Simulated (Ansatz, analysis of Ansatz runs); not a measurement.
# Reproducing a measured local vibrational mode: Zn vacancy with two H in ZnO

Aim: the local vibrational mode of the Zn vacancy with two H in ZnO, to be set beside the measurement. Set-up: PBE, 32-site cell, PBE lattice, 420 eV, k: the single point 1/4 1/4 1/4, SCF cut short. The model is a cell of 32 host atoms with 1 Zn taken out and 2 H put in. The frequencies come from force constants among the defect atom and its neighbours, with the masses of the isotopes named.

Measured beforehand: Upper O-H stretch: 3349.6 cm⁻¹ at 9 K, by FTIR absorption (quoted in “Hydrogen-related defects in hydrothermally grown ZnO studied by Fourier Transform Infrared Spectroscopy”, 2010, Halvard Haug, quoting earlier work (2003)). Lower O-H stretch: 3312.2 cm⁻¹ at 9 K, by FTIR absorption (quoted in “Hydrogen-related defects in hydrothermally grown ZnO studied by Fourier Transform Infrared Spectroscopy”, 2010, Halvard Haug, quoting earlier work (2003)).

Method: plane-wave PAW DFT, PBE; relaxation of all atoms of a defect supercell, in Ansatz 0.2.0.

### 1. Starting point

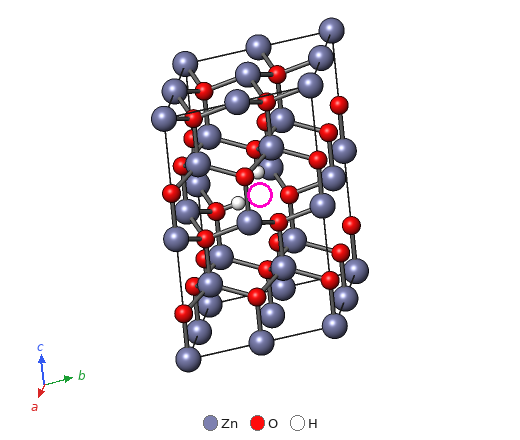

Start, viewed slightly off an axis; zinc blue, oxygen red, hydrogen white. A ring marks the centre wherever it is empty. Bonds to atoms that aren't drawn are left out. Some periodic images of atoms are drawn too.

The cell holds 33 atoms: 15 Zn, 16 O and 2 H. Its edges and angles: a = 6.559 Å, b = 6.559 Å, c = 10.587 Å, α = 90.0°, β = 90.0°, γ = 120.0°. It derives from ZnO (space group P6_3mc). Nearest the centre at fractional (0.333, 0.667, 0.500): H33 at 1.00 Å, H32 at 1.00 Å, O27 at 2.00 Å, O4 at 2.00 Å, O12 at 2.00 Å, O14 at 2.01 Å, Zn1 at 3.25 Å, Zn24 at 3.25 Å.

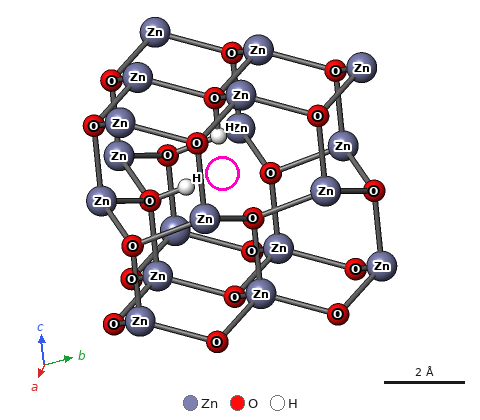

The atoms within 5 Å of the centre. A ring marks the centre wherever it is empty.

The host's primitive cell comes from a first run (plane-wave PAW DFT, PBE; relaxation of the host's cell and atoms): vectors of 3.280, 3.280 and 5.293 Å. That is 12.33 Å³ an atom, 3.6 % over the diffraction cell's volume. The supercell is built on it.

### 2. Relaxation, charge 0

Every later number rests on the structure around the defect, so the atoms are relaxed at the host's lattice first.

The input, relax/input.yaml:

```yaml
relax:
  f_tol: 0.01
  max_steps: 80
  random_displacement: { amplitude: 0.02, seed: 329 }
crystal:
  lattice:
    - [6.55903995, 0.0, 0.0]
    - [-3.27951997, 5.68029522, 0.0]
    - [0.0, 0.0, 10.58650209]
  atoms:
    - { symbol: Zn, position: [0.166666667, 0.333333333, 0.249983552] }
    - { symbol: Zn, position: [0.333333333, 0.166666667, -1.6448e-05] }
    - { symbol: O, position: [0.333333333, 0.166666667, 0.189521448] }
    - { symbol: O, position: [0.166666667, 0.333333333, 0.439521448] }
    - { symbol: Zn, position: [0.166666667, 0.333333333, 0.749983552] }
    - { symbol: Zn, position: [0.333333333, 0.166666667, 0.499983552] }
    - { symbol: O, position: [0.333333333, 0.166666667, 0.689521448] }
    - { symbol: O, position: [0.166666667, 0.333333333, 0.939521448] }
    - { symbol: Zn, position: [0.166666667, 0.833333333, 0.249983552] }
    - { symbol: Zn, position: [0.333333333, 0.666666667, -1.6448e-05] }
    - { symbol: O, position: [0.333333333, 0.666666667, 0.189521448] }
    - { symbol: O, position: [0.166666667, 0.833333333, 0.439521448] }
    - { symbol: Zn, position: [0.166666667, 0.833333333, 0.749983552] }
    - { symbol: O, position: [0.333333333, 0.666666667, 0.689521448] }
    - { symbol: O, position: [0.166666667, 0.833333333, 0.939521448] }
    - { symbol: Zn, position: [0.666666667, 0.333333333, 0.249983552] }
    - { symbol: Zn, position: [0.833333333, 0.166666667, -1.6448e-05] }
    - { symbol: O, position: [0.833333333, 0.166666667, 0.189521448] }
    - { symbol: O, position: [0.666666667, 0.333333333, 0.439521448] }
    - { symbol: Zn, position: [0.666666667, 0.333333333, 0.749983552] }
    - { symbol: Zn, position: [0.833333333, 0.166666667, 0.499983552] }
    - { symbol: O, position: [0.833333333, 0.166666667, 0.689521448] }
    - { symbol: O, position: [0.666666667, 0.333333333, 0.939521448] }
    - { symbol: Zn, position: [0.666666667, 0.833333333, 0.249983552] }
    - { symbol: Zn, position: [0.833333333, 0.666666667, -1.6448e-05] }
    - { symbol: O, position: [0.833333333, 0.666666667, 0.189521448] }
    - { symbol: O, position: [0.666666667, 0.833333333, 0.439521448] }
    - { symbol: Zn, position: [0.666666667, 0.833333333, 0.749983552] }
    - { symbol: Zn, position: [0.833333333, 0.666666667, 0.499983552] }
    - { symbol: O, position: [0.833333333, 0.666666667, 0.689521448] }
    - { symbol: O, position: [0.666666667, 0.833333333, 0.939521448] }
    - { symbol: H, position: [0.333332998, 0.666667002, 0.594400552] }
    - { symbol: H, position: [0.250045998, 0.500093002, 0.469752552] }
basis:
  ecutwfc: 420
  xc_grid: 2
hamiltonian:
  xc: pbe
kpoints:
  mp_grid: { grid: [1, 1, 1], shift: [0.25, 0.25, 0.25] }
scf:
  occupations: { method: fermi_dirac, width: 0.01 }
  max_iter: 4
output:
  forces: true
checkpoint:
  write: "../relax.run"
  compress: false
  write_wavefunctions: true
  write_every: 100000
```

On the command line:

```
$ ansatz run input.yaml --threads 2 --pin off --max-ram 4710MiB --backend cpu --events-out ev --progress --plain --runs-dir out
```

Numbers of over 12 decimals in the logs are rounded to 6 here.

Log:

```text
[... repeated set-up lines and file paths are left out, and long positions are rounded to six places ...]
Engine: ansatz 0.2.0, x86_64-unknown-linux-gnu
Pseudopotentials: kind: paw
Pseudopotential: Zn, paw, valence charge 12, recommended cutoff 420 eV (normal), Zn.paw.azcp
Pseudopotential: O, paw, valence charge 6, recommended cutoff 420 eV (normal), O.paw.azcp
Pseudopotential: H, paw, valence charge 1, recommended cutoff 420 eV (normal), H.paw.azcp
Functional definition: PBE
  parameter kappa = 0.804
  parameter beta = 0.066725
  exchange = pbe_x(kappa = kappa, mu = beta*pi^2/3)
  correlation = pbe_c(beta = beta)
Crystal: 33 atoms, lattice volume = 394.424 Å³
Basis set: ecut = 420 eV, 7607 PW (Γ), exchange–correlation on 90×90×144 points (8 copies of the dense FFT grid, shifted against one another)
Bands: 172, of which v1, the nominal top of the filled ones, is band 139 counted from 1 (138 counted from 0)
Symmetry: 1 space group operations
k-points: 1
Non-local potential: Zn, projectors of the file, l = 0: 2, l = 1: 2, l = 2: 3, l = 3: 1
Non-local potential: O, projectors of the file, l = 0: 2, l = 1: 2, l = 2: 1
Non-local potential: H, projectors of the file, l = 0: 2, l = 1: 1
PAW form: soft (Blöchl's): semilocal exchange-correlation on the pseudo side does not see the compensation charge
PAW one-centre angular grid: Zn, 590 points (default); XC on 64 Gauss nodes
PAW one-centre angular grid: O, 110 points (default); XC on 64 Gauss nodes
PAW one-centre angular grid: H, 110 points (default); XC on 64 Gauss nodes
Initial density: superposition of atomic densities (neutral atoms: chi_scale 0, normalization atom), corrected by the library's trained network
Initial wavefunctions: pseudopotential atomic-orbital guess
Functional: x = pbe(κ = 0.804, μ = 0.219515), c = pbe(β = 0.066725)
SCF iter   1: F=—  HF=-58902.648038 eV  |F-HF|=—  |Δ(HF+E_count)|=         —  Δρ=6.55e-3  dr2=1.15e-1  ethr=1.77e-3  ⟨swp⟩=7.0  Hψ=710  notcnv=0
preconditioner: auto → Resta (q_TF=auto, 2.574 Å⁻¹)  ε∞=7.0  [insulator: Δε(μ)=2.676 eV  Ē_g=12.675 eV  σ=0.010 eV  W_gap=1.00  n_scr=110 (ndim 8)  ℏωp=31.2 eV  f_vac=0.047  D(μ)=0.00/eV (n_scr^D=0)  ε∞_Penn≈7.0]
SCF iter   2: F=—  HF=-58902.625961 eV  |F-HF|=—  |Δ(HF+E_count)|=   2.21e-2  Δρ=2.94e-3  dr2=2.07e-2  ethr=4.14e-5  ⟨swp⟩=1.0  Hψ=503  notcnv=0
SCF iter   3: F=—  HF=-58902.623187 eV  |F-HF|=—  |Δ(HF+E_count)|=   2.77e-3  Δρ=1.26e-3  dr2=7.96e-3  ethr=7.45e-6  ⟨swp⟩=1.0  Hψ=452  notcnv=0
SCF iter   4: F=—  HF=-58902.622356 eV  |F-HF|=—  |Δ(HF+E_count)|=   8.32e-4  Δρ=4.89e-4  dr2=1.23e-3  ethr=2.86e-6  ⟨swp⟩=1.0  Hψ=452  notcnv=0
Error: did not converge after 4 iterations: dr2 = 1.23e-3 (threshold 2.50e-6), under the density mixer `msr1`, which `scf.mixing.algorithm: auto` chose by the deck's other keys (type `scf.mixing.algorithm: msr1` to keep it); [...]
```

The job ended after 3.9 s (2 threads of Intel Xeon Platinum 8175M at 2.50GHz (Skylake/Cascade Lake), shared host; peak memory 0.71 GiB).

The column dr2 measures how far the density is from self-consistency, as an energy; F and HF (Harris–Foulkes) agree once it is small.

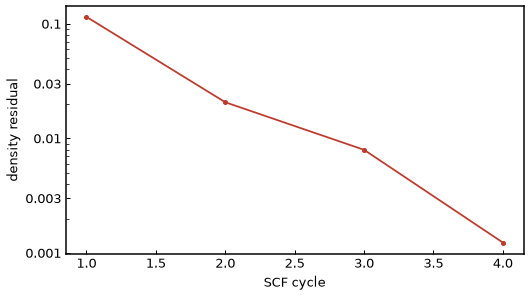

Residual by cycle in this run.

No converged result was reached; the numbers in the log don't describe the system.

After 4 cycles the residual stands at 0.0012. The cap of 4 cycles in the input ended the loop.

The program's message: “Error: did not converge after 4 iterations: dr2 = 1.23e-3 (threshold 2.50e-6), under the density mixer `msr1`, which `scf.mixing.algorithm: auto` chose by the deck's other keys (type `scf.mixing.algor …”

### 3. Outcome

The local vibrational mode was not obtained, because the step “relaxation, charge 0” did not converge; the cause lies in the set-up: too few SCF iterations.

[Logs are printed without paths, hosts, clocks, repeated set-up lines and the standing remarks that a program may print on its own settings, such as how far it seeks lower states.]

[Hosts, paths, dates, database ids (printed as entryN), source tags and the programs' standing remarks are cut or masked in the printed files.]

[For some hosts the program warned that the k-mesh of the response run may be too coarse for force constants and the static dielectric constant; such warnings are not shown here.]
